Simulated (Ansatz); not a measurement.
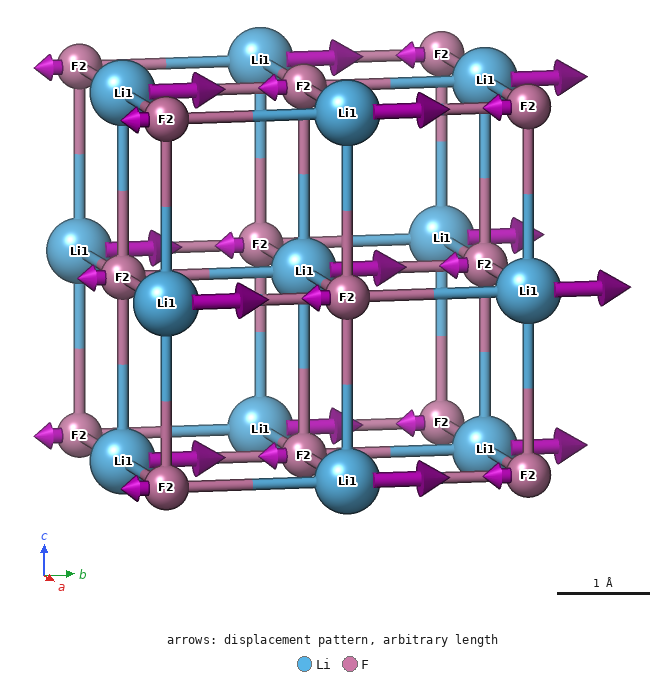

The lowest optical mode of a crystal of LiF (a generated structure), space group Fm-3m (No. 225), at the zone centre. Displacements are drawn as purple arrows; their common scale and sign are arbitrary. A ball-and-stick model of the conventional cell (4 times the calculation's cell), seen slightly off an axis. Lengths and directions refer to the drawn axes.

Computed with Ansatz, DFT PBE, scalar-relativistic, plane waves, PAW. Set-up: plane-wave cutoff 420 eV; k-point mesh 12 × 12 × 12; occupations fixed; no spin polarisation.

Frequencies are those without the non-analytic (LO–TO) term.

Is this crystal at a minimum with respect to the drawn distortion?

Yes: this softest mode has a real frequency, and so have all others here. That speaks for this wave vector alone: the rest of the zone wasn't checked in this run. This is the T₁u mode (triply degenerate; one member of the set is drawn) at 266 cm⁻¹, the only optical level, infrared-active by symmetry. The Li sublattice moves against the F sublattice, along b; it stretches the shortest F–Li bonds (2.03 Å); the kinetic energy is shared as Li 73 %, F 27 %. Its infrared intensity is 15 (D/Å)²/amu for the set. The value is the transverse one; the longitudinal partner lies at 619 cm⁻¹.
